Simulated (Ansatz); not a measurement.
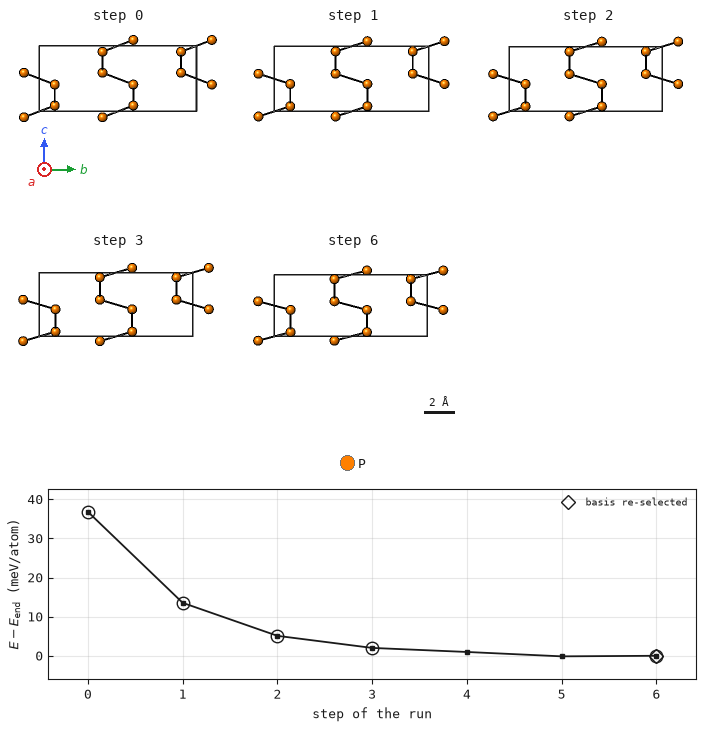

Frames of a relaxation of solid P (set up in Cmce) (coarse preliminary run), marked on the history of the run. Style: ball-and-stick. Shown: the conventional cell (2 times the calculation's cell), along the a axis. Lengths and directions refer to the drawn axes.

All numbers below come from DFT PBEsol, scalar-relativistic, plane waves, PAW in Ansatz.

Input
```yaml
crystal:
  lattice:
    - [1.655, -5.25, 0.0]
    - [1.655, 5.25, 0.0]
    - [0.0, 0.0, 4.38]
  atoms:
    - { symbol: P, position: [0.098, 0.902, 0.91] }
    - { symbol: P, position: [0.598, 0.402, 0.59] }
    - { symbol: P, position: [0.902, 0.098, 0.09] }
    - { symbol: P, position: [0.402, 0.598, 0.41] }
basis:
  ecutwfc: 420
kpoints:
  mp_grid: { grid: [6, 6, 4] }
hamiltonian:
  xc: pbesol
scf:
  occupations: { method: gaussian, width: 0.1 }
output:
  forces: true
  stress: true
  eigenvalues: true
relax:
  adjacent_minimum: "off"
  f_tol: 0.05
  max_steps: 80
  cell: { stress_tol: 0.5 }
```

Command:
```bash
ansatz run input.yaml --threads 1 --pin off --max-ram 2560MiB --backend cpu --events-out ev --progress --plain --runs-dir out
```

Question: Describe the path.

Answer: The largest moves relative to the cell, 0.12 Å, are those of P1, P2, P3 and P4. P4 goes along [0 1 2]. The volume changes by −7.5 %, with a 3.310 → 3.353 Å (+1.3 %), b 10.500 → 10.206 Å (−2.8 %), c 4.380 → 4.115 Å (−6.0 %). Near-neighbour distances that change, for instance: P1–P2 2.169 → 2.238 Å, P1–P3 2.204 → 2.246 Å. Bond angles that change, for instance: P2–P1–P3 103.4° → 99.8°, P2–P1–P2 99.5° → 97.0°. The space group stays Cmce (No. 64). The energy falls by 36.8 meV per atom in 5 accepted moves (6 points after the start). Largest force component: 0.82 eV/Å at the start, 0.0091 eV/Å at the end. Pressure: 3.35 GPa at the start and −0.05 GPa at the end. The SCF was repeated once at an unchanged geometry on a basis and grid sized afresh for the cell, which shifted the energy by 0.1 meV per atom at most. From step 0 to 1: P atoms move most (0.07 Å), volume −5.0 %, energy −23.2 meV per atom. From step 1 to 2: P atoms move most (0.03 Å), volume +1.5 %, energy −8.4 meV per atom. From step 2 to 3: volume −1.3 %, energy −3.1 meV per atom. From step 3 to 6: P atoms move most (0.02 Å), volume −2.8 %, energy −2.0 meV per atom.
